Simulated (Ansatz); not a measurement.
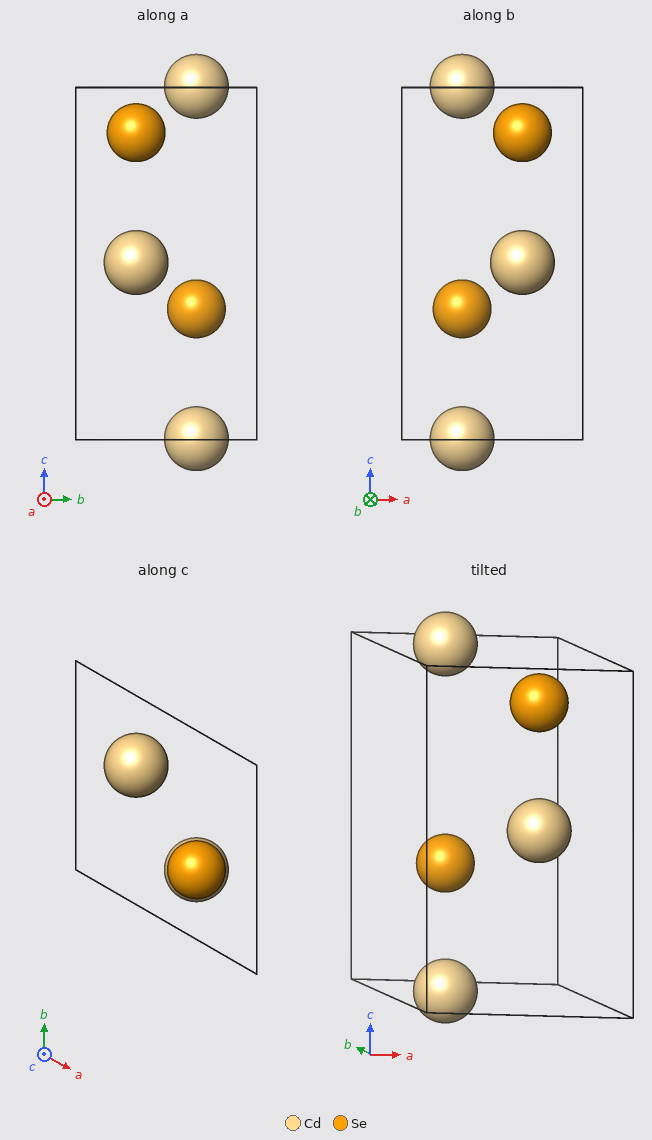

Figure: spheres-only view along the a axis, along the b axis, along the c axis and slightly off an axis. The lines enclose the conventional unit cell; boundary atoms appear with their images.

Lattice parameters: a = 4.264 Å, b = 4.264 Å, c = 7.191 Å, α = 90.00°, β = 90.00°, γ = 120.00°. Put a along x and b in the xy plane.

Question: From the views, write a POSCAR file, with free fractional coordinates to two decimals.

Answer:
```
Cd Se
1.0
     4.264    0.000    0.000
    -2.132    3.693    0.000
     0.000    0.000    7.191
Cd Se
2 2
Direct
  0.3333 0.6667 0.00
  0.6667 0.3333 0.50
  0.3333 0.6667 0.37
  0.6667 0.3333 0.87
```

Its origin is a structure type filled with these elements by a generator (whether the compound takes this form wasn't checked). The cell was then strained or its atoms displaced on purpose. Ansatz was used for an electronic-structure calculation on it.
